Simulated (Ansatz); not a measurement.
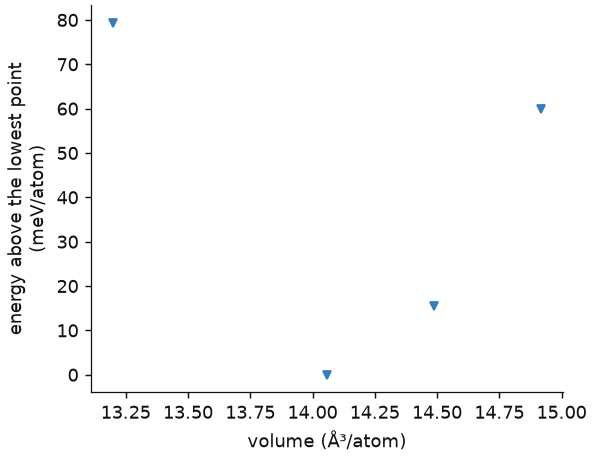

The plot gives the computed energy above the lowest point against volume for Os, space group Fm-3m (No. 225) (one of a set of cubic test structures, which need not be the stable phase).

How it was computed, with Ansatz 0.2.0 development build: equation of state of a cubic crystal from periodic Kohn-Sham density functional theory without spin, third-order Birch-Murnaghan fit to the free energies; pressure corrected for the finite basis. Level: r2SCAN.

- structure type: fcc
- atoms in cell: 1
- space group number: 225
- lattice centring: face-centred primitive
- k mesh: 15×15×15
- occupation method: Fermi–Dirac
- occupation width: 0.1 eV
- wave cutoff: 700 eV
- datasets: hard PAW
- density tolerance: 1e−09 eV
- bands: 19
- density cutoff ratio: 4
- search for lower states: default
- xc grid level: 2

The point at volume 13.63 Å³/atom is left out of the plot. What does the calculation give there?

```tsv
volume (Å³/atom)	energy above the lowest point (meV/atom)
13.63	19.1
```

Caveats: cubic model structure, not the ambient form; modest k-mesh, values are not fully converged in k; pseudopotentials made with PBE, not this functional.
